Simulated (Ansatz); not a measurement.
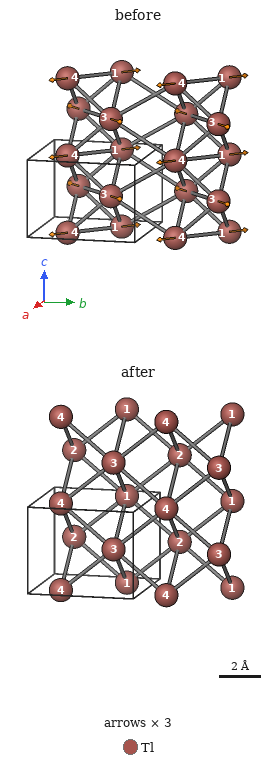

The structure of crystalline Tl (a generated structure, set up in P4_2/mcm) (coarse preliminary run) before (top) and after (bottom) a relaxation, at one scale. The orange arrows give the displacements (the part carried along by the change of the cell is left out), 3 times their true length.

The picture is a ball-and-stick view of the cell of the calculation, repeated 1 × 2 × 2 with one cell outlined, seen slightly off an axis.

All numbers below come from Ansatz 0.2.0, DFT PBE, scalar-relativistic, plane waves, PAW. (plane-wave cutoff 420 eV; k-point mesh 4 × 4 × 4; occupations gaussian; smearing width 0.1 eV; no spin polarisation; cell and atoms relaxed; force threshold 0.04 eV/Å; at most 70 steps)

> What changed between the two?

Over 5 accepted moves (6 points after the start) the energy falls by 1.908 eV per cell of the calculation. The largest force component goes from 2.1 to 0.0026 eV/Å. Pressure: 11.00 GPa at the start and 0.04 GPa at the end. The SCF was repeated once at an unchanged geometry on a basis and grid sized afresh for the cell, which shifted the energy by 2.7 meV per cell of the calculation at most. The largest moves relative to the cell, 0.37 Å, are those of Tl1, Tl2, Tl3 and Tl4. Tl1 goes along [−1 1 0]. The drawn cell changes as follows: a = b 5.487 → 5.376 Å (−2.0 %), c 3.886 → 4.360 Å (+12.2 %); the volume changes by +7.7 %. Near-neighbour distances that change, for instance: Tl1–Tl4 3.121 → 3.797 Å, Tl1–Tl2 2.940 → 3.459 Å, Tl1–Tl2 (another image) 3.813 → 3.464 Å. Bond angles that change, for instance: Tl2–Tl1–Tl2 82.7° → 78.2°, Tl2–Tl1–Tl3 115.9° → 113.4°, Tl2–Tl1–Tl3 64.1° → 66.6°. The space group (tolerance 0.01 Å) goes from P4_2/mcm (No. 132) to I4/mmm (No. 139).

Limits of the set-up: the k-point mesh is coarse for a cell with partly filled bands.
